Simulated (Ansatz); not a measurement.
Consider Mg.

The calculation's input:

```
crystal:
  lattice:
    - [-1.6944, 1.6944, 1.4943]
    - [1.6944, -1.6944, 1.4943]
    - [1.6944, 1.6944, -1.4943]
  atoms:
    - { symbol: Mg, position: [0.0, 0.0, 0.0] }
basis:
  ecutwfc: 520.0
kpoints:
  mp_grid: { grid: [18, 18, 18] }
hamiltonian:
  xc: pbesol
scf:
  occupations: { method: gaussian, width: 0.15 }
output:
  forces: true
  stress: true
  eigenvalues: true
  write_density: true
  write_potential: true
  elf: true
  volumetric_format: npy
```

Run with:

```sh
ansatz run input.yaml --threads 1 --pin off --max-ram 2048MiB --backend cpu --events-out ev --progress --plain --runs-dir out
```

Below, planes, directions and counts refer to the conventional cell (a = 3.39 Å, b = 3.39 Å, c = 2.99 Å, α = 90.00°, β = 90.00°, γ = 90.00°).

Space group I4/mmm; a structure from a database of computed crystals, not necessarily the ambient phase; computed pressure about 17 GPa in this cell.

Level of theory: DFT PBEsol, scalar-relativistic, plane waves, PAW (Ansatz).

**What will maps of the valence pseudo-density and electron localisation function show?**

Mg–Mg (2.82 Å): the density is about 0.13 e/Å³ at the midpoint; the ELF is about 0.50 at the midpoint.
Mg–Mg (2.99 Å): ρ at the midpoint is about 0.14 e/Å³; the ELF peaks at about 0.65 between the atoms.

**Does the calculation give a band gap?**

It is gapless in this calculation (a metal or semimetal).

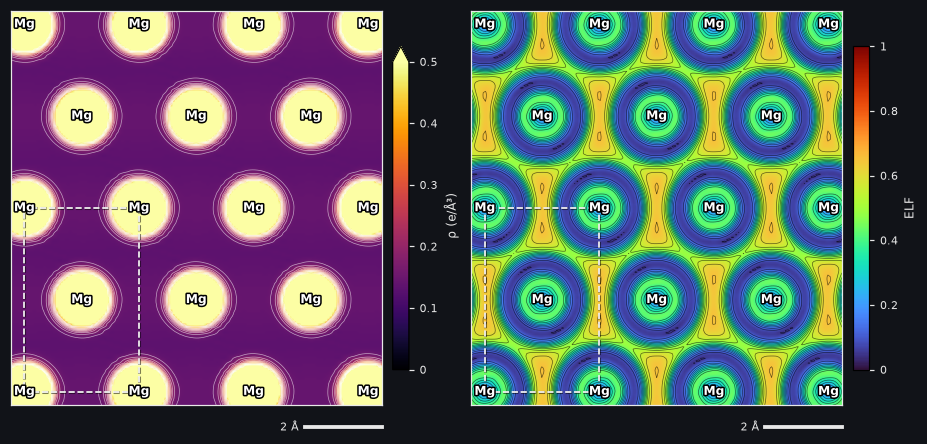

Computed valence pseudo-density and electron localisation function on the (11̄0) plane of the conventional cell, in this order. 

The density is the valence pseudo-density of a PAW calculation; it isn't the true density close to the nuclei.
